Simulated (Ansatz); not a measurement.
## Phonon calculation, with input and output: Si₃N₄ (part 1 of 2)

System: Si₃N₄ (P6₃/m, 14 atoms in the cell).
Method: DFT PBEsol, scalar-relativistic, plane waves, PAW, no spin polarisation (Ansatz 0.2.0).

The structure derives from an entry of the Crystallography Open Database. It belongs to a series of runs on one base structure; here: zone-centre phonons and field response.

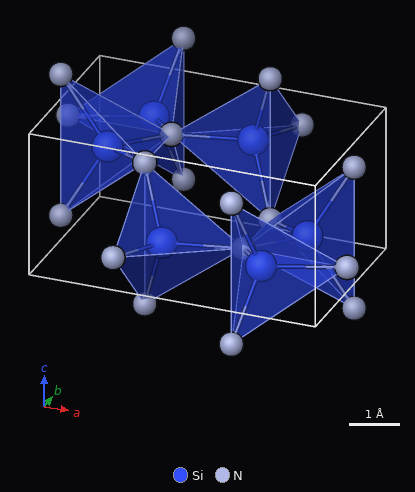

*The structure (polyhedral view of the cell of the calculation, seen slightly off an axis; polyhedra are completed across the faces of the cell). An atom can appear more than once, as a periodic image.*

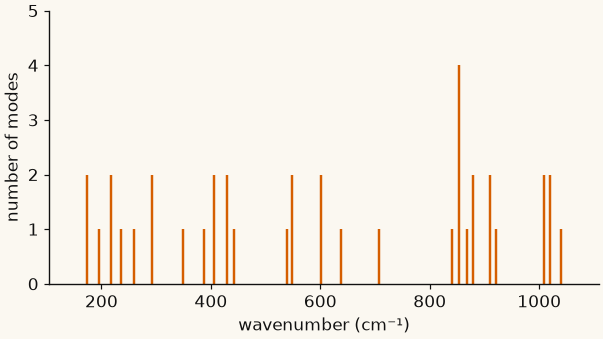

*Optical phonons at the zone centre (no LO–TO term); neighbouring modes closer than 4 cm⁻¹ are counted in one stick.*

39 modes from 174 to 1040 cm⁻¹, none imaginary.

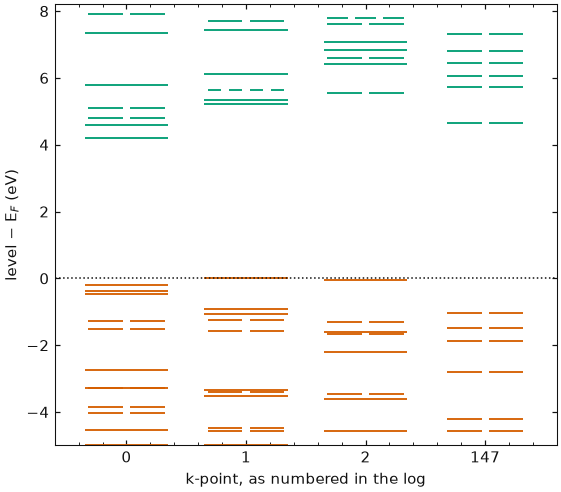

*Kohn–Sham levels near the Fermi level (dotted) at the few k-points that the log prints; levels within 0.02 eV of each other stand side by side.*

Among these points the highest filled and lowest empty levels are 4.21 eV apart, which is the gap on the mesh.

These pictures come from the run below.

### The input
```yaml
crystal:
  lattice:
    - [7.6247108013, 0.0, 0.0]
    - [-3.8123554007, 6.6031932505, 0.0]
    - [0.0, 0.0, 2.9104246238]
  atoms:
    - { symbol: Si, position: [0.7675761767, 0.1739517564, 0.2489142857] }
    - { symbol: Si, position: [0.5936244203, 0.7675761767, 0.7489142857] }
    - { symbol: Si, position: [0.8260482436, 0.5936244203, 0.2489142857] }
    - { symbol: Si, position: [0.2324238233, 0.8260482436, 0.7489142857] }
    - { symbol: Si, position: [0.4063755797, 0.2324238233, 0.2489142857] }
    - { symbol: Si, position: [0.1739517564, 0.4063755797, 0.7489142857] }
    - { symbol: "N", position: [0.0296267809, 0.3299993002, 0.2489142857] }
    - { symbol: "N", position: [0.6996274807, 0.0296267809, 0.7489142857] }
    - { symbol: "N", position: [0.6700006998, 0.6996274807, 0.2489142857] }
    - { symbol: "N", position: [0.9703732191, 0.6700006998, 0.7489142857] }
    - { symbol: "N", position: [0.3003725193, 0.9703732191, 0.2489142857] }
    - { symbol: "N", position: [0.3299993002, 0.3003725193, 0.7489142857] }
    - { symbol: "N", position: [0.6666666667, 0.3333333333, 0.2489142857] }
    - { symbol: "N", position: [0.3333333333, 0.6666666667, 0.7489142857] }
basis:
  ecutwfc: 420
kpoints:
  mp_grid: { grid: [6, 6, 8] }
hamiltonian:
  xc: pbesol
scf:
  occupations: { method: fixed }
output:
  eigenvalues: true
phonons:
  method: dfpt
  dielectric: true
  rigid_motions: translations
```

Launched with:
```bash
ansatz run input.yaml --threads 4 --pin off --max-ram 12288MiB --backend cpu --events-out ev --progress --plain --runs-dir out
```

### The program's output
```
Warning: crystal.symmetry: narrowed to the stabiliser of the run's FFT grids — unitary ops 12 → 6. A phonons.method: dfpt run fills in the rows of the dynamical matrix that it does not solve by its symmetry operations, which is exact only for operations that map its FFT grids onto themselves: filled in by any other, the frequencies could depend on the order in which like atoms are typed, or, by more than the grids' own error, on where the crystal sits among the grids' points. Excluded: 6 operations. The run can therefore solve more perturbations, solve them on more k-points, or both, and cost more. What has been solved is averaged at the end over the group as it would stand without this narrowing, so modes that an excluded operation of that group ties stay degenerate at the zone centre, at a listed wavevector and on phonons.qmesh. The frequencies solved at two wavevectors that only an excluded operation relates can part slightly; on phonons.qmesh the dispersion is of the mean of their matrices. The dense grid has 54×54×20 points. For the translation: 6 operations, by (0, 0, 0.49782857), (0, 0, 0.99782857) in fractions of the vectors along which the grid is laid, which is no whole number of grid spacings to 0.0001 of a spacing. Where that is a fraction whose denominator has no prime factor over 5 and divides a length that a grid can have (4096 at the most), another basis.ecutrho_ratio of 4 or more, another basis.ecutwfc, or accuracy: high, or medium where the input is at high, can give a grid that fits it (a half needs an even number of points, a quarter a multiple of four); the run can then solve fewer perturbations, or solve them on fewer k-points, but it stands on another grid, and a grid that fits is not thereby better converged. Where it is not, no grid fits. A small offset from such a fraction is changed by typing the atoms to more digits, or about another origin; another origin leaves a centring's translation as it is, and the part of a screw's or a glide's along its axis or plane. phonons.method: fd is no sure way round: it reduces its displacements by the same operations, its group is not narrowed and it draws no notice of that. ansatz run --dry-run shows the grid and draws this notice; the count of symmetry operations that it prints for the crystal is that of the run's own SCF. More: phonons.method in the input reference, under Limitations
Engine: ansatz 0.2.0, x86_64-unknown-linux-gnu
Pseudopotentials: kind: paw
Pseudopotential: Si, paw, valence charge 4, recommended cutoff 420 eV (normal), Si.paw.azcp
Pseudopotential: N, paw, valence charge 5, recommended cutoff 420 eV (normal), N.paw.azcp
Functional definition: PBEsol
  exchange = pbesol_x
  correlation = pbesol_c
Crystal: 14 atoms, lattice volume = 146.532 Å³
Basis set: ecut = 420 eV, 2859 PW (Γ), exchange–correlation on 108×108×40 points (8 copies of the dense FFT grid, shifted against one another)
Bands: 46, of which v1, the nominal top of the filled ones, is band 32 counted from 1 (31 counted from 0)
Symmetry: 12 space group operations
k-points: 148 of 288 (irreducible under 1 space group operation, time reversal used)
Non-local potential: Si, projectors of the file, l = 0: 2, l = 1: 2, l = 2: 2
Non-local potential: N, projectors of the file, l = 0: 2, l = 1: 2, l = 2: 1
PAW form: soft (Blöchl's): semilocal exchange-correlation on the pseudo side does not see the compensation charge
PAW frozen core: Si, regenerated for the run's functional, and the local potential with it (the file was generated under x = pbe(κ = 0.804, μ = 0.2195149727645171), c = pbe(β = 0.06672455060314922))
PAW frozen core: N, regenerated for the run's functional, and the local potential with it (the file was generated under x = pbe(κ = 0.804, μ = 0.2195149727645171), c = pbe(β = 0.06672455060314922))
PAW one-centre angular grid: Si, 110 points (default); XC on 64 Gauss nodes
PAW one-centre angular grid: N, 110 points (default); XC on 64 Gauss nodes
Initial density: superposition of atomic densities (neutral atoms: chi_scale 0, normalization atom), corrected by the library's trained network
Initial wavefunctions: pseudopotential atomic-orbital guess
Functional: x = pbesol(κ = 0.804, μ = 0.12345679012345678), c = pbesol(β = 0.046)
SCF iter   1: F=—  HF=-6773.842399 eV  |F-HF|=—  |Δ(HF+E_count)|=         —  Δρ=9.80e-3  dr2=1.34e-1  ethr=1.77e-3  ⟨swp⟩=5.0  Hψ=28058  notcnv=0  defer=1681
preconditioner: auto → Resta (q_TF=auto, 2.376 Å⁻¹)  ε∞=4.0  [insulator: Δε(μ)=4.079 eV  Ē_g=14.146 eV  n_scr=32 (ndim 8)  ℏωp=24.5 eV  f_vac=0.035  ε∞_Penn≈4.0]
SCF iter   2: F=—  HF=-6773.803358 eV  |F-HF|=—  |Δ(HF+E_count)|=   3.90e-2  Δρ=1.77e-3  dr2=3.82e-3  ethr=2.09e-4  ⟨swp⟩=2.3  Hψ=11643  notcnv=0  defer=1766
SCF iter   3: F=—  HF=-6773.803176 eV  |F-HF|=—  |Δ(HF+E_count)|=   1.83e-4  Δρ=8.72e-4  dr2=7.93e-4  ethr=5.96e-6  ⟨swp⟩=2.4  Hψ=9803  notcnv=0  defer=1769
SCF iter   4: F=—  HF=-6773.803264 eV  |F-HF|=—  |Δ(HF+E_count)|=   8.79e-5  Δρ=1.14e-4  dr2=1.60e-5  ethr=1.24e-6  ⟨swp⟩=2.5  Hψ=10385  notcnv=0  defer=1765
SCF iter   5: F=—  HF=-6773.803268 eV  |F-HF|=—  |Δ(HF+E_count)|=   4.83e-6  Δρ=5.41e-5  dr2=3.79e-6  ethr=2.50e-8  ⟨swp⟩=2.0  Hψ=9798  notcnv=0  defer=1407
SCF iter   6: F=—  HF=-6773.803270 eV  |F-HF|=—  |Δ(HF+E_count)|=   1.64e-6  Δρ=1.04e-5  dr2=1.80e-7  ethr=5.92e-9  ⟨swp⟩=2.0  Hψ=8920  notcnv=0  defer=1273
SCF iter   7: F=—  HF=-6773.803270 eV  |F-HF|=—  |Δ(HF+E_count)|=   1.81e-7  Δρ=2.32e-6  dr2=1.66e-8  ethr=2.82e-10  ⟨swp⟩=2.3  Hψ=9751  notcnv=0  defer=1275
SCF iter   8: F=—  HF=-6773.803270 eV  |F-HF|=—  |Δ(HF+E_count)|=   3.36e-8  Δρ=4.99e-7  dr2=8.60e-10  ethr=2.59e-11  ⟨swp⟩=2.0  Hψ=10165  notcnv=0  defer=1276
SCF iter   9: F=-6773.803270 eV  HF=-6773.803270 eV  |F-HF|=3.27e-11  |Δ(HF+E_count)|=   1.86e-9  Δρ=1.16e-7  dr2=3.37e-11  ethr=1.00e-12  ⟨swp⟩=19.5  Hψ=53593  notcnv=0
SCF 1 converged in 9 iterations: F = -6773.803270 eV  dr2 = 3.37e-11
  greatest PAW one-centre occupation: 0.789 electrons in one spin orbital (limit 2), on the N atom at site 13 (counted from 0), in its partial waves of l = 0
DFPT response loops at Γ: preconditioner auto → Resta (q_TF=auto, 2.376 Å⁻¹)  ε∞=3.8 (no band partly filled); β = 1.00, the filter's whole step (`scf.mixing.beta` (0.50) is not read by the response loops at its default; to damp them type it under 1.00, their step now; it binds the ground state too); Broyden in place of MSR1
── the response to a field inside a basis, on 6×6×8 k-points: an SCF that follows is theirs, and a resumed run solves both again ──
Bands: 33, of which v1, the nominal top of the filled ones, is band 32 counted from 1 (31 counted from 0)
k-points: 72 of 288 (irreducible under 2 space group operations, time reversal used)
Initial density: handed on by an earlier stage of this run
Initial wavefunctions: pseudopotential atomic-orbital guess (no wavefunctions were taken with the density)
Eigensolver: Dense (72 Hₖ)
SCF iter   1: F=—  HF=-6773.491889 eV  |F-HF|=—  |Δ(HF+E_count)|=         —  Δρ=4.82e-4  dr2=1.04e-4  ethr=1.00e-1
preconditioner: auto → Resta (q_TF=auto, 2.376 Å⁻¹)  ε∞=5.0  [insulator: Δε(μ)=4.510 eV  Ē_g=12.197 eV  n_scr=32 (ndim 8)  ℏωp=24.5 eV  f_vac=0.035  ε∞_Penn≈5.0]
SCF iter   2: F=—  HF=-6773.491911 eV  |F-HF|=—  |Δ(HF+E_count)|=   2.21e-5  Δρ=2.65e-4  dr2=3.45e-5  ethr=1.63e-7
SCF iter   3: F=—  HF=-6773.491925 eV  |F-HF|=—  |Δ(HF+E_count)|=   1.38e-5  Δρ=2.32e-5  dr2=9.15e-7  ethr=5.39e-8
SCF iter   4: F=—  HF=-6773.491925 eV  |F-HF|=—  |Δ(HF+E_count)|=   1.86e-7  Δρ=1.30e-5  dr2=3.38e-7  ethr=1.43e-9
SCF iter   5: F=-6773.491925 eV  HF=-6773.491925 eV  |F-HF|=3.26e-8  |Δ(HF+E_count)|=   2.70e-8  Δρ=3.14e-6  dr2=2.88e-8  ethr=5.28e-10
SCF 1 converged in 5 iterations: F = -6773.491925 eV  dr2 = 2.88e-8
  greatest PAW one-centre occupation: 0.788 electrons in one spin orbital (limit 2), on the N atom at site 13 (counted from 0), in its partial waves of l = 0
DFPT response loops at Γ: preconditioner auto → Resta (q_TF=auto, 2.376 Å⁻¹)  ε∞=3.6 (no band partly filled); β = 1.00, the filter's whole step (`scf.mixing.beta` (0.50) is not read by the response loops at its default; to damp them type it under 1.00, their step now; it binds the ground state too); Broyden in place of MSR1
SCF converged after 9 iterations
Free energy (F): -6773.803270 eV
Harris-Foulkes:  -6773.803270 eV  (|F-HF|=3.27e-11)
Internal energy: -6773.803270 eV  (E = F + TS)
E sigma→0 (E₀):  -6773.803270 eV
Fermi energy:    8.107079 eV
--- Per-component energies (eV) ---
  E_band       = 53.586152
  E_kinetic    = 1346.534383
  E_local      = -2149.813274  (includes V_loc(G=0)·N_el)
  E_nonlocal   = 511.624208
  E_hartree    = 713.951368
  E_xc         = -818.390509
  E_vxc        = -907.955437  (∫ρ·V_xc dr)
  E_paw        = -3979.158364  (= ΣΔE_a)
  E_vpaw       = -174.707299  (= ΣTr[D̂ρ^β])
  E_aug_tail   = 0.000809  (compensation charges beyond the density's cutoff)
  E_ewald      = -2398.966045
  E_core_change = 0.414155  (= ΣΔE_core)
  E_smearing   = -0.000000  (= −TS)
  E_closure    = 0.000000  (closes the sum)
  Σ components = -6773.803270   (vs F -6773.803270, Δ=0.00e0)
--- Band table (eV; the first three rows and the last of 148) ---
```
